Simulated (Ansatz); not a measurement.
Sn₂Ge

The calculation's input:

```
crystal:
  lattice:
    - [4.4551147566, 0.0, 0.0]
    - [-2.2275573783, 3.858242556, 0.0]
    - [0.0, 0.0, 10.8444337016]
  atoms:
    - { symbol: Ge, position: [0.3333333333, 0.6666666667, 0.7070923888] }
    - { symbol: Sn, position: [0.0, 0.0, 0.3684458221] }
    - { symbol: Sn, position: [0.6666666667, 0.3333333333, 0.0484704609] }
    - { symbol: Sn, position: [0.0, 0.0, 0.6315541779] }
    - { symbol: Ge, position: [0.6666666667, 0.3333333333, 0.2929076112] }
    - { symbol: Sn, position: [0.3333333333, 0.6666666667, 0.9515295391] }
kpoints:
  mp_grid: { grid: [6, 6, 2] }
  band_path:
    path:
      - [0.0, 0.0, 0.0]
      - [0.5, 0.0, 0.0]
      - [0.3333333333, 0.3333333333, 0.0]
      - [0.0, 0.0, 0.5]
      - [0.5, 0.0, 0.5]
      - [0.3333333333, 0.3333333333, 0.5]
      - [0.05, 0.0, 0.0]
    npoints: 1
hamiltonian:
  xc: r2scan
scf:
  occupations: { method: fermi_dirac, width: 0.02 }
  n_extra_bands: 5
output:
  forces: true
  stress: true
  eigenvalues: true
  write_density: true
  write_potential: true
  elf: true
  volumetric_format: npy
```

Command:

```sh
ansatz run input.yaml --threads 2 --pin off --max-ram 20275MiB --backend cpu --events-out ev --progress --plain --runs-dir out
```

Below, planes, directions and counts refer to the conventional cell (a = 4.46 Å, b = 4.46 Å, c = 10.84 Å, α = 90.00°, β = 90.00°, γ = 120.00°).

Space group P-3m1; started from the ordered alloy on diamond lattice prototype, which need not be the ambient phase.

Computed with Ansatz 0.2.0, DFT, r2SCAN, plane waves, PAW.

**What will maps of the valence pseudo-density and electron localisation function show?**

Sn–Ge (2.65 Å): ρ is about 0.41 e/Å³ halfway; the ELF peaks at about 0.75 between the atoms.
Sn–Sn (2.78 Å): ρ is about 0.39 e/Å³ halfway; the ELF peaks at about 0.70 between the atoms.
Sn–Ge (2.70 Å): the density is about 0.39 e/Å³ at the midpoint; the ELF peaks at about 0.75 between the atoms.
Sn–Sn (2.85 Å): ρ is about 0.36 e/Å³ halfway; the ELF peaks at about 0.70 between the atoms.

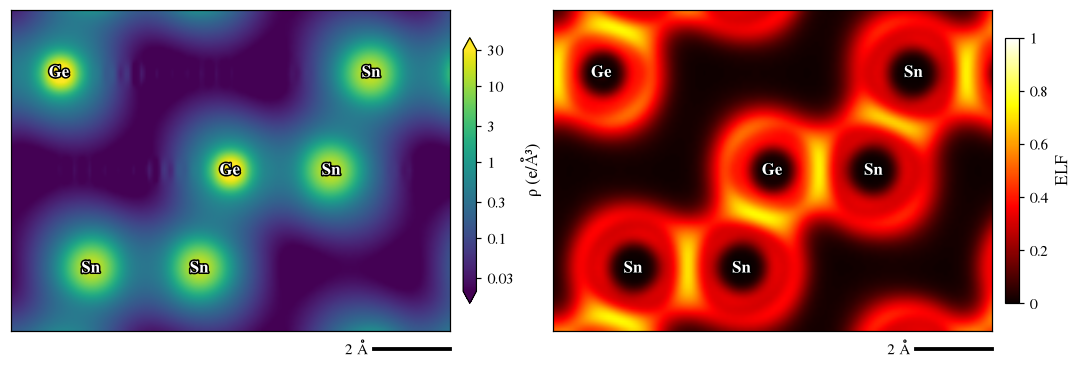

Computed valence pseudo-density and electron localisation function on the (110) plane of the conventional cell, in this order. 
